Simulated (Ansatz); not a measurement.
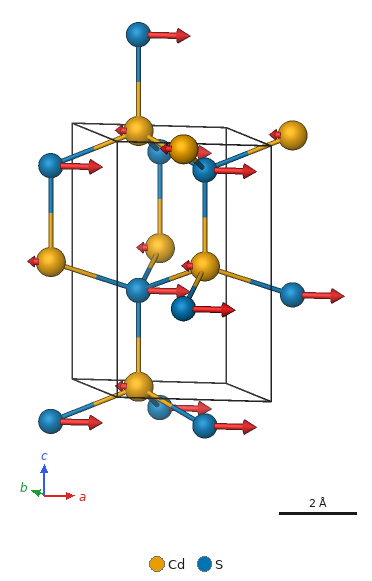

One vibrational mode of solid CdS at the zone centre. The red arrows are the displacements of the atoms (eigenvector over the root of the mass), of arbitrary overall length and sign. The picture is a ball-and-stick view of the cell of the calculation, seen slightly off an axis.

These are results of Ansatz, DFT PBEsol, scalar-relativistic, plane waves, PAW, not measurements.

The input:
```yaml
crystal:
  lattice:
    - [4.1244544826, 0.0, 0.0]
    - [-2.0622272413, 3.5718823587, 0.0]
    - [0.0, 0.0, 6.7081221885]
  atoms:
    - { symbol: Cd, position: [0.3333333333, 0.6666666667, -0.0007988238] }
    - { symbol: Cd, position: [0.6666666667, 0.3333333333, 0.4992011762] }
    - { symbol: S, position: [0.3333333333, 0.6666666667, 0.3757988238] }
    - { symbol: S, position: [0.6666666667, 0.3333333333, 0.8757988238] }
basis:
  ecutwfc: 420
kpoints:
  mp_grid: { grid: [6, 6, 4] }
hamiltonian:
  xc: pbesol
scf:
  occupations: { method: fixed }
output:
  eigenvalues: true
phonons:
  method: dfpt
  dielectric: true
  rigid_motions: translations
  raman: true
  eigenvectors: true
```

Run as
```bash
ansatz run input.yaml --threads 1 --pin off --max-ram 4096MiB --backend cpu --events-out ev --progress --plain --runs-dir out
```

Frequencies are those without the non-analytic (LO–TO) term.

> Describe the mode and give its frequency.

This is the E₁ mode (doubly degenerate; one member of the set is drawn) at 7.08 THz, optical level 4 of 6, counted from below, infrared- and Raman-active by symmetry. The S sublattice moves against the Cd sublattice, along a; it stretches the shortest Cd–S bonds (2.52 Å); the kinetic energy is shared as S 78 %, Cd 22 %. Its infrared intensity is 16 (D/Å)²/amu for the set.
